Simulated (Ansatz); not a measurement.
# Geometry relaxation of Al2O3

System: Al2O3 (10 atoms in the cell).
Method: DFT PBE, scalar-relativistic, plane waves, PAW, no spin polarisation (Ansatz 0.2.0).

The structure derives from an entry of the Crystallography Open Database. It belongs to a series of runs on one base structure; here: volume × 1.03, shape and atoms relaxed.

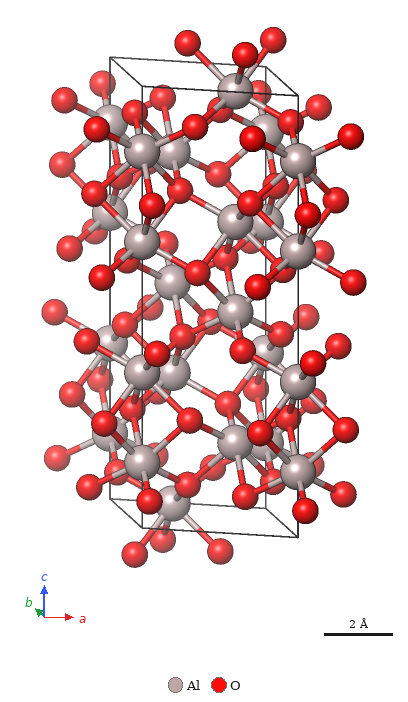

Fig. 1: The starting structure (ball-and-stick view of the cell 3 times as large as that of the calculation, set on its symmetry axes, seen slightly off an axis; bonded neighbours outside the cell are drawn too). An atom can appear more than once, as a periodic image.

### Input
```yaml
crystal:
  lattice:
    - [2.4281618164, 1.4018998783, 4.41781301]
    - [-2.4281618164, 1.4018998783, 4.41781301]
    - [0.0, -2.8037997567, 4.41781301]
  atoms:
    - { symbol: Al, position: [0.3521453632, 0.3521453632, 0.3521453632] }
    - { symbol: Al, position: [0.1478546368, 0.1478546368, 0.1478546368] }
    - { symbol: Al, position: [0.6478546368, 0.6478546368, 0.6478546368] }
    - { symbol: Al, position: [0.8521453632, 0.8521453632, 0.8521453632] }
    - { symbol: O, position: [0.5561715225, 0.9438284775, 0.25] }
    - { symbol: O, position: [0.25, 0.5561715225, 0.9438284775] }
    - { symbol: O, position: [0.9438284775, 0.25, 0.5561715225] }
    - { symbol: O, position: [0.4438284775, 0.0561715225, 0.75] }
    - { symbol: O, position: [0.75, 0.4438284775, 0.0561715225] }
    - { symbol: O, position: [0.0561715225, 0.75, 0.4438284775] }
basis:
  ecutwfc: 420
kpoints:
  mp_grid: { grid: [6, 6, 6] }
hamiltonian:
  xc: pbe
scf:
  occupations: { method: gaussian, width: 0.02 }
output:
  forces: true
  stress: true
  eigenvalues: true
relax:
  adjacent_minimum: "off"
  f_tol: 0.01
  max_steps: 30
  cell: { stress_tol: 0.1, fix: [volume] }
```

Command:
```bash
ansatz run input.yaml --threads 2 --pin off --max-ram 5120MiB --backend cpu --events-out ev --progress --plain --runs-dir out
```

### The program's output
```
Engine: ansatz 0.2.0, aarch64-unknown-linux-gnu
Pseudopotentials: kind: paw
Pseudopotential: Al, paw, valence charge 3, recommended cutoff 420 eV (normal), Al.paw.azcp
Pseudopotential: O, paw, valence charge 6, recommended cutoff 420 eV (normal), O.paw.azcp
Functional definition: PBE
  parameter kappa = 0.804
  parameter beta = 0.06672455060314922
  exchange = pbe_x(kappa = kappa, mu = beta*pi^2/3)
  correlation = pbe_c(beta = beta)
Crystal: 10 atoms, lattice volume = 90.230 Å³
Basis set: ecut = 420 eV, 1761 PW (Γ), exchange–correlation on 72×72×72 points (8 copies of the dense FFT grid, shifted against one another)
Bands: 34, of which v1, the nominal top of the filled ones, is band 24 counted from 1 (23 counted from 0)
Symmetry: 12 space group operations
Space group: R-3c (ITA 167), of the structure as read, at distance tolerance 4.5e-5 Å
k-points: 32 of 216
Non-local potential: Al, projectors of the file, l = 0: 2, l = 1: 2, l = 2: 1
Non-local potential: O, projectors of the file, l = 0: 2, l = 1: 2, l = 2: 1
PAW form: soft (Blöchl's): semilocal exchange-correlation on the pseudo side does not see the compensation charge
PAW one-centre angular grid: Al, 110 points (default); XC on 64 Gauss nodes
PAW one-centre angular grid: O, 110 points (default); XC on 64 Gauss nodes
Initial density: superposition of atomic densities (neutral atoms: chi_scale 0, normalization atom), corrected by the library's trained network
Initial wavefunctions: pseudopotential atomic-orbital guess
Functional: x = pbe(κ = 0.804, μ = 0.2195149727645171), c = pbe(β = 0.06672455060314922)
SCF iter   1: F=—  HF=-5569.553001 eV  |F-HF|=—  |Δ(HF+E_count)|=         —  Δρ=1.66e-3  dr2=1.39e-3  ethr=1.77e-3  ⟨swp⟩=7.6  Hψ=5690  notcnv=0  defer=2
preconditioner: auto → Resta (q_TF=auto, 2.456 Å⁻¹)  ε∞=3.6  [insulator: Δε(μ)=5.481 eV  Ē_g=16.875 eV  σ=0.020 eV  W_gap=1.00  n_scr=20 (ndim 8)  ℏωp=27.1 eV  f_vac=0.000  D(μ)=0.00/eV (n_scr^D=0)  ε∞_Penn≈3.6]
SCF iter   2: F=—  HF=-5569.554932 eV  |F-HF|=—  |Δ(HF+E_count)|=   1.93e-3  Δρ=8.71e-4  dr2=3.37e-4  ethr=2.90e-6  ⟨swp⟩=2.1  Hψ=2303  notcnv=0  defer=121
SCF iter   3: F=—  HF=-5569.555533 eV  |F-HF|=—  |Δ(HF+E_count)|=   6.01e-4  Δρ=2.05e-4  dr2=2.50e-5  ethr=7.02e-7  ⟨swp⟩=2.0  Hψ=1704  notcnv=0  defer=121
SCF iter   4: F=—  HF=-5569.555589 eV  |F-HF|=—  |Δ(HF+E_count)|=   5.54e-5  Δρ=5.42e-5  dr2=1.47e-6  ethr=5.22e-8  ⟨swp⟩=2.0  Hψ=1529  notcnv=0  defer=121
SCF iter   5: F=—  HF=-5569.555590 eV  |F-HF|=—  |Δ(HF+E_count)|=   1.14e-6  Δρ=1.67e-5  dr2=1.37e-7  ethr=3.07e-9  ⟨swp⟩=2.0  Hψ=1714  notcnv=0  defer=121
SCF iter   6: F=-5569.555590 eV  HF=-5569.555590 eV  |F-HF|=1.55e-9  |Δ(HF+E_count)|=   2.67e-8  Δρ=2.89e-6  dr2=4.18e-9  ethr=2.08e-10  ⟨swp⟩=10.2  Hψ=4787  notcnv=0
SCF 1 converged in 6 iterations: F = -5569.555590 eV  dr2 = 4.18e-9
  greatest PAW one-centre occupation: 0.858 electrons in one spin orbital (limit 2), on the O atom at site 7 (counted from 0), in its partial waves of l = 0
relax step   1: F+E_penalty+E_count = -5569.55558999 eV  Δ(F+E_penalty+E_count) = +0.000e0 eV  max|allowed force component| = 2.794e-2 eV/Å  Δτ_max = 0.0000 Å  P = -6.414 GPa  Ω = 90.230 Å³  fix = [volume]  reactions: volume -6.414 GPa  (6 SCF iters, dr2 threshold 1.00e-7 eV, accepted)
Initial density: handed on by an earlier stage of this run
Initial wavefunctions: those handed on with the density
iter 1 solved again at ethr=6.72e-8 eV; its pass at ethr=3.10e-3 eV (dr2=3.23e-5 eV) is discarded
SCF iter   1: F=—  HF=-5569.555755 eV  |F-HF|=—  |Δ(HF+E_count)|=         —  Δρ=2.82e-4  dr2=3.73e-5  ethr=6.72e-8  ⟨swp⟩=3.1  Hψ=4967  notcnv=0
preconditioner: auto → Resta (q_TF=auto, 2.456 Å⁻¹)  ε∞=3.6  [insulator: Δε(μ)=5.506 eV  Ē_g=16.883 eV  σ=0.020 eV  W_gap=1.00  n_scr=20 (ndim 8)  ℏωp=27.1 eV  f_vac=0.000  D(μ)=0.00/eV (n_scr^D=0)  ε∞_Penn≈3.6]
SCF iter   2: F=—  HF=-5569.555776 eV  |F-HF|=—  |Δ(HF+E_count)|=   2.09e-5  Δρ=1.38e-4  dr2=9.51e-6  ethr=6.72e-8  ⟨swp⟩=2.0  Hψ=1668  notcnv=0
SCF iter   3: F=—  HF=-5569.555774 eV  |F-HF|=—  |Δ(HF+E_count)|=   1.87e-6  Δρ=2.45e-5  dr2=3.62e-7  ethr=1.98e-8  ⟨swp⟩=2.4  Hψ=1739  notcnv=0
SCF iter   4: F=-5569.555774 eV  HF=-5569.555774 eV  |F-HF|=1.14e-9  |Δ(HF+E_count)|=   1.04e-8  Δρ=8.89e-6  dr2=4.55e-8  ethr=5.44e-10  ⟨swp⟩=6.7  Hψ=4689  notcnv=0
SCF 2 converged in 4 iterations: F = -5569.555774 eV  dr2 = 4.55e-8
  greatest PAW one-centre occupation: 0.858 electrons in one spin orbital (limit 2), on the O atom at site 9 (counted from 0), in its partial waves of l = 0
relax step   2: F+E_penalty+E_count = -5569.55577439 eV  Δ(F+E_penalty+E_count) = -1.844e-4 eV  max|allowed force component| = 3.364e-3 eV/Å  Δτ_max = 0.0014 Å  P = -6.380 GPa  Ω = 90.230 Å³  energy of the carried Pulay correction = +1.544e-16 eV  fix = [volume]  reactions: volume -6.380 GPa  (4 SCF iters, dr2 threshold 2.61e-7 eV, accepted)
iter 1 solved again at ethr=2.31e-9 eV; its pass at ethr=3.10e-3 eV (dr2=1.11e-6 eV) is discarded
SCF iter   1: F=—  HF=-5569.555780 eV  |F-HF|=—  |Δ(HF+E_count)|=         —  Δρ=7.20e-5  dr2=1.81e-6  ethr=2.31e-9  ⟨swp⟩=3.1  Hψ=5237  notcnv=0
preconditioner: auto → Resta (q_TF=auto, 2.456 Å⁻¹)  ε∞=3.6  [insulator: Δε(μ)=5.502 eV  Ē_g=16.881 eV  σ=0.020 eV  W_gap=1.00  n_scr=20 (ndim 8)  ℏωp=27.1 eV  f_vac=0.000  D(μ)=0.00/eV (n_scr^D=0)  ε∞_Penn≈3.6]
SCF iter   2: F=—  HF=-5569.555809 eV  |F-HF|=—  |Δ(HF+E_count)|=   2.93e-5  Δρ=3.59e-5  dr2=5.19e-7  ethr=2.31e-9  ⟨swp⟩=2.0  Hψ=1856  notcnv=0
SCF iter   3: F=-5569.555809 eV  HF=-5569.555809 eV  |F-HF|=2.40e-8  |Δ(HF+E_count)|=   6.36e-8  Δρ=8.47e-6  dr2=4.59e-8  ethr=1.67e-10  ⟨swp⟩=3.2  Hψ=4391  notcnv=0
SCF 3 converged in 3 iterations: F = -5569.555809 eV  dr2 = 4.59e-8
relax step   3: F+E_penalty+E_count = -5569.55580924 eV  Δ(F+E_penalty+E_count) = -3.485e-5 eV  max|allowed force component| = 1.811e-3 eV/Å  Δτ_max = 0.0002 Å  P = -6.388 GPa  Ω = 90.230 Å³  energy of the carried Pulay correction = +1.312e-14 eV  fix = [volume]  reactions: volume -6.388 GPa  (3 SCF iters, dr2 threshold 8.02e-8 eV, accepted)
Initial wavefunctions: pseudopotential atomic-orbital guess (no wavefunctions were taken with the density)
iter 1 solved again at ethr=2.25e-8 eV; its pass at ethr=3.10e-3 eV (dr2=1.08e-5 eV) is discarded
SCF iter   1: F=—  HF=-5569.555614 eV  |F-HF|=—  |Δ(HF+E_count)|=         —  Δρ=1.23e-5  dr2=6.27e-8  ethr=2.25e-8  ⟨swp⟩=3.7  Hψ=9038  notcnv=0
preconditioner: auto → Resta (q_TF=auto, 2.456 Å⁻¹)  ε∞=3.6  [insulator: Δε(μ)=5.501 eV  Ē_g=16.882 eV  σ=0.020 eV  W_gap=1.00  n_scr=20 (ndim 8)  ℏωp=27.1 eV  f_vac=0.000  D(μ)=0.00/eV (n_scr^D=0)  ε∞_Penn≈3.6]
SCF iter   2: F=—  HF=-5569.555645 eV  |F-HF|=—  |Δ(HF+E_count)|=   3.11e-5  Δρ=4.49e-6  dr2=7.50e-9  ethr=1.31e-10  ⟨swp⟩=2.6  Hψ=1776  notcnv=0
SCF iter   3: F=—  HF=-5569.555645 eV  |F-HF|=—  |Δ(HF+E_count)|=   5.44e-9  Δρ=2.44e-6  dr2=2.56e-9  ethr=1.56e-11  ⟨swp⟩=1.0  Hψ=1088  notcnv=0
SCF iter   4: F=-5569.555645 eV  HF=-5569.555645 eV  |F-HF|=3.37e-11  |Δ(HF+E_count)|=   2.52e-9  Δρ=2.61e-7  dr2=2.89e-11  ethr=1.00e-12  ⟨swp⟩=3.0  Hψ=4051  notcnv=0
SCF 4 converged in 4 iterations: F = -5569.555645 eV  dr2 = 2.89e-11
  greatest PAW one-centre occupation: 0.858 electrons in one spin orbital (limit 2), on the O atom at site 8 (counted from 0), in its partial waves of l = 0
relax step   4: F+E_penalty+E_count = -5569.55564523 eV  Δ(F+E_penalty+E_count) = +1.640e-4 eV  max|allowed force component| = 1.754e-3 eV/Å  Δτ_max = 0.0000 Å  P = -6.389 GPa  Ω = 90.230 Å³  fix = [volume]  reactions: volume -6.389 GPa  stress off target by 1.63e-2 GPa on what of the cell is left free  SCF on the basis re-selected at this cell (its energy is not comparable with the rows above)  (4 SCF iters)
```

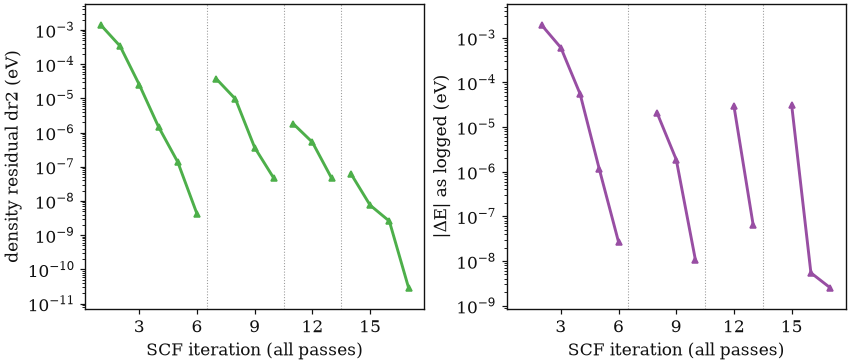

Fig. 2: Convergence of the self-consistent field: density residual dr2 and size of the energy change against the SCF iteration. The dotted lines part the SCF passes of the relaxation: geometry steps, rejected trials and re-solves on a re-selected basis. The passes take 6, 4, 3 and 4 iterations.

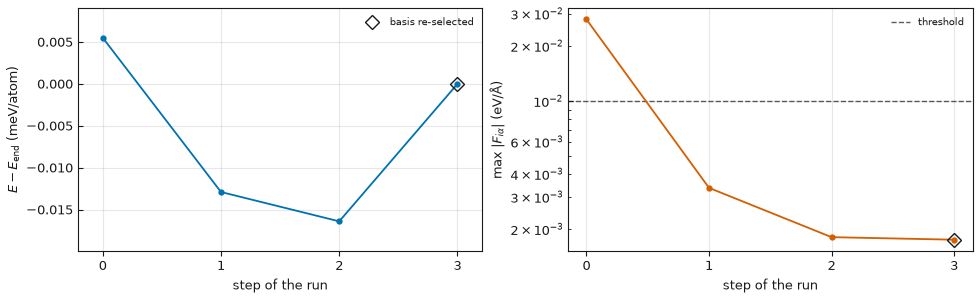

Fig. 3: Progress of the relaxation, step by step (the first geometry is step 0 here and step 1 in the log). The energy falls by next to nothing (0.0 meV per atom) in 2 geometry steps. The largest force component goes from 0.028 to 0.0018 eV/Å. The pressure goes from −6.41 to −6.39 GPa. The atoms keep their places relative to the cell (all moves are under 0.005 Å). The space group stays R-3c (No. 167). A last SCF at the same geometry on a re-selected plane-wave basis shifts the energy by +0.0 meV per atom.

```
basis re-selected at this cell: Δ(F+E_penalty+E_count) = +1.640e-4 eV, ΔP = -0.001 GPa vs the last step (what re-selecting the basis moved, of the pressure what is left beyond the Pulay correction that the steps carried, after the strain that the cell walked since its last selection, with what the two solves' SCF thresholds leave and, on support functions, any second-order correction that the steps lacked; it is no measure of the basis error at this ecutwfc). This SCF's stress stands 1.63e-2 GPa from its target on what of the cell is left free (relax.cell.stress_tol is 1.00e-1 GPa) and its largest allowed force component is 1.75e-3 eV/Å (relax.f_tol is 1.00e-2 eV/Å): within both
SCF converged after 4 iterations
Free energy (F): -5569.555645 eV
Harris-Foulkes:  -5569.555645 eV  (|F-HF|=3.37e-11)
Internal energy: -5569.555645 eV  (E = F + TS)
E sigma→0 (E₀):  -5569.555645 eV
Fermi energy:    9.732873 eV
--- Per-component energies (eV) ---
  E_band       = 39.506732
  E_kinetic    = 1172.191005
  E_local      = -2036.779336  (includes V_loc(G=0)·N_el)
  E_nonlocal   = 322.329571
  E_hartree    = 753.192752
  E_xc         = -610.667350
  E_vxc        = -693.258766  (∫ρ·V_xc dr)
  E_paw        = -2819.860935  (= ΣΔE_a)
  E_vpaw       = -231.376355  (= ΣTr[D̂ρ^β])
  E_aug_tail   = 0.015072  (compensation charges beyond the density's cutoff)
  E_ewald      = -2349.976424
  E_smearing   = -0.000000  (= −TS)
  E_closure    = -0.000000  (closes the sum)
  Σ components = -5569.555645   (vs F -5569.555645, Δ=0.00e0)
--- Forces (eV/Å), atoms counted from 1 ---
  atom   1  Al     0.00000000     0.00000000    -0.00003351
  atom   2  Al     0.00000000    -0.00000000     0.00003351
  atom   3  Al    -0.00000000    -0.00000000     0.00003351
  atom   4  Al    -0.00000000     0.00000000    -0.00003351
  atom   5  O     -0.00175400     0.00000000     0.00000000
  atom   6  O      0.00087700    -0.00151901    -0.00000000
  atom   7  O      0.00087700     0.00151901     0.00000000
  atom   8  O      0.00175400     0.00000000    -0.00000000
  atom   9  O     -0.00087700     0.00151901     0.00000000
  atom  10  O     -0.00087700    -0.00151901    -0.00000000
  max |Σ_I F_I| component: 4.55e-18 eV/Å
--- Stress (GPa, compression-positive) ---
       -6.381113       0.000000      -0.000000
        0.000000      -6.381113       0.000000
       -0.000000       0.000000      -6.405553
  P = ⅓ Tr σ = -6.3893 GPa (-63.893 kbar)
--- Band table (eV; the first three rows and the last of 32) ---
  k-point 0: bands = ["-11.7854", "-9.6860", "-9.4339", "-9.4339", "-9.1432", "-9.1432", "0.4081", "1.3460", "1.7735", "1.7735", "2.8315", "2.9937", "2.9937", "3.9420", "4.1580", "5.6604", "5.6604", "5.8139", "5.8139", "6.5635", "6.5635", "6.9708", "6.9708", "6.9821", "12.4836", "15.6933", "17.0100", "18.0068", "18.0068", "18.1688", "18.9352", "18.9352", "19.0660", "19.7418"]
  k-point 1: bands = ["-11.6539", "-9.7491", "-9.5054", "-9.4574", "-9.2045", "-9.1534", "0.5530", "1.1329", "1.5884", "2.3381", "2.3462", "2.9260", "3.7886", "4.4392", "4.4514", "5.2014", "5.5752", "5.6955", "5.8690", "6.1823", "6.3823", "6.6803", "6.9371", "6.9487", "13.1248", "16.1732", "16.6455", "17.6700", "17.7077", "18.0570", "18.9884", "19.1468", "19.4271", "19.5087"]
  k-point 2: bands = ["-11.2811", "-10.1549", "-9.4804", "-9.4566", "-9.3339", "-9.2123", "0.7473", "1.1978", "1.3885", "2.2281", "2.9754", "3.3950", "4.1135", "4.7551", "4.8588", "4.9346", "5.2555", "5.4078", "5.6489", "5.7108", "6.2262", "6.5009", "6.8048", "6.8339", "14.4426", "16.2092", "16.6065", "16.8696", "17.4689", "17.9892", "18.8351", "19.0578", "19.4924", "20.0082"]
  k-point 31: bands = ["-10.8764", "-10.8764", "-9.3045", "-9.3045", "-9.3045", "-9.3045", "1.6626", "1.6626", "2.8339", "2.8339", "2.8339", "2.8339", "3.0582", "3.0582", "4.8893", "4.8893", "5.1471", "5.1471", "5.1471", "5.1471", "6.6659", "6.6659", "6.6659", "6.6659", "15.0338", "15.0338", "17.6055", "17.6055", "18.7076", "18.7076", "19.2230", "19.2230", "19.2230", "19.2230"]
--- Relaxed structure (3 steps of the walk, 3 accepted, 1 SCFs on fresh bases) ---
  F+E_penalty+E_count = -5569.55564523 eV   max|allowed force component| = 1.754e-3 eV/Å   (the final SCF, on the basis selected at the relaxed cell)
  cell:  # Å, volume = 90.2305 Å³
    - [2.427267230589279, 1.4013833889591985, 4.42107004002464]
    - [-2.427267230589279, 1.4013833889591985, 4.42107004002464]
    - [1.1985260699649118e-34, -2.802766777968434, 4.42107004000878]
  atoms:
    - { symbol: Al, position: [0.35219099459991504, 0.35219099459991504, 0.352190994599915] }
    - { symbol: Al, position: [0.147809005400085, 0.147809005400085, 0.14780900540008496] }
    - { symbol: Al, position: [0.6478090054000851, 0.6478090054000851, 0.647809005400085] }
    - { symbol: Al, position: [0.8521909945999148, 0.8521909945999148, 0.8521909945999148] }
    - { symbol: O, position: [0.5559231414436949, 0.944076858556305, 0.25000000000000006] }
    - { symbol: O, position: [0.25000000000000006, 0.5559231414436949, 0.9440768585563051] }
    - { symbol: O, position: [0.944076858556305, 0.25, 0.5559231414436948] }
    - { symbol: O, position: [0.444076858556305, 0.05592314144369498, 0.75] }
    - { symbol: O, position: [0.75, 0.444076858556305, 0.05592314144369509] }
    - { symbol: O, position: [0.055923141443695035, 0.75, 0.4440768585563051] }
```

### Trajectory as extended XYZ (Å, eV, eV/Å), 4 frames, from step=1 to step=4
```
10
Lattice="2.4282 1.4019 4.4178 -2.4282 1.4019 4.4178 0.0000 -2.8038 4.4178" Properties=species:S:1:pos:R:3:forces:R:3 step=1 energy=-5569.55559 pressure_GPa=-6.41
Al    0.0000    0.0000    4.6671    0.0000   0.0000   0.0130
Al    0.0000    0.0000    1.9596    0.0000   0.0000  -0.0130
Al    0.0000    0.0000    8.5863    0.0000   0.0000  -0.0130
Al    0.0000    0.0000   11.2939    0.0000   0.0000   0.0130
O    -0.9413    1.4019    7.7312   -0.0279   0.0000   0.0000
O    -0.7434   -1.5161    7.7312    0.0140  -0.0242   0.0000
O     1.6847    0.1142    7.7312    0.0140   0.0242   0.0000
O     0.9413   -1.4019    5.5223    0.0279   0.0000   0.0000
O     0.7434    1.5161    5.5223   -0.0140   0.0242   0.0000
O    -1.6847   -0.1142    5.5223   -0.0140  -0.0242   0.0000
10
Lattice="2.4268 1.4011 4.4229 -2.4268 1.4011 4.4229 0.0000 -2.8022 4.4229" Properties=species:S:1:pos:R:3:forces:R:3 step=2 energy=-5569.55577 pressure_GPa=-6.38
Al    0.0000    0.0000    4.6731    0.0000   0.0000  -0.0021
Al    0.0000    0.0000    1.9613    0.0000   0.0000   0.0021
Al    0.0000    0.0000    8.5957    0.0000   0.0000   0.0021
Al    0.0000    0.0000   11.3075    0.0000   0.0000  -0.0021
O    -0.9421    1.4011    7.7401    0.0034   0.0000   0.0000
O    -0.7423   -1.5165    7.7401   -0.0017   0.0029   0.0000
O     1.6844    0.1154    7.7401   -0.0017  -0.0029   0.0000
O     0.9421   -1.4011    5.5287   -0.0034   0.0000   0.0000
O     0.7423    1.5165    5.5287    0.0017  -0.0029   0.0000
O    -1.6844   -0.1154    5.5287    0.0017   0.0029   0.0000
10
Lattice="2.4273 1.4014 4.4211 -2.4273 1.4014 4.4211 0.0000 -2.8028 4.4211" Properties=species:S:1:pos:R:3:forces:R:3 step=3 energy=-5569.55581 pressure_GPa=-6.39
Al    0.0000    0.0000    4.6712    0.0000   0.0000  -0.0001
Al    0.0000    0.0000    1.9604    0.0000   0.0000   0.0001
Al    0.0000    0.0000    8.5920    0.0000   0.0000   0.0001
Al    0.0000    0.0000   11.3028    0.0000   0.0000  -0.0001
O    -0.9422    1.4014    7.7369   -0.0018   0.0000   0.0000
O    -0.7426   -1.5166    7.7369    0.0009  -0.0016   0.0000
O     1.6847    0.1152    7.7369    0.0009   0.0016   0.0000
O     0.9422   -1.4014    5.5263    0.0018   0.0000   0.0000
O     0.7426    1.5166    5.5263   -0.0009   0.0016   0.0000
O    -1.6847   -0.1152    5.5263   -0.0009  -0.0016   0.0000
10
Lattice="2.4273 1.4014 4.4211 -2.4273 1.4014 4.4211 0.0000 -2.8028 4.4211" Properties=species:S:1:pos:R:3:forces:R:3 step=4 energy=-5569.55565 pressure_GPa=-6.39
Al    0.0000    0.0000    4.6712    0.0000   0.0000   0.0000
Al    0.0000    0.0000    1.9604    0.0000   0.0000   0.0000
Al    0.0000    0.0000    8.5920    0.0000   0.0000   0.0000
Al    0.0000    0.0000   11.3028    0.0000   0.0000   0.0000
O    -0.9422    1.4014    7.7369   -0.0018   0.0000   0.0000
O    -0.7426   -1.5166    7.7369    0.0009  -0.0015   0.0000
O     1.6847    0.1152    7.7369    0.0009   0.0015   0.0000
O     0.9422   -1.4014    5.5263    0.0018   0.0000   0.0000
O     0.7426    1.5166    5.5263   -0.0009   0.0015   0.0000
O    -1.6847   -0.1152    5.5263   -0.0009  -0.0015   0.0000
```

### Key numbers

| quantity | value |
| --- | --- |
| outcome | converged |
| space group (tolerance 0.01 Å) | R-3c (167) |
| electrons treated | 48 |
| free energy | −5569.5556 eV |
| Fermi energy | 9.733 eV |
| gap on the k-point mesh | 5.50 eV |
| pressure | −6.39 GPa |
| final volume | 90.23 Å³ |
| largest force (length of the vector) at the end | 0.002 eV/Å |
| final cell | a = 5.235 Å, b = 5.235 Å, c = 5.235 Å, α = 55.25°, β = 55.25°, γ = 55.25° |
| hardware | 2 threads of Arm Neoverse V2, 24 GiB of memory available, shared host |
| wall time | 9.6 s (CPU time 19 s) |
| peak memory | 0.39 GiB |

### Notes

The cell is under a tension of 6.4 GPa at this level, so it is not at its equilibrium volume.
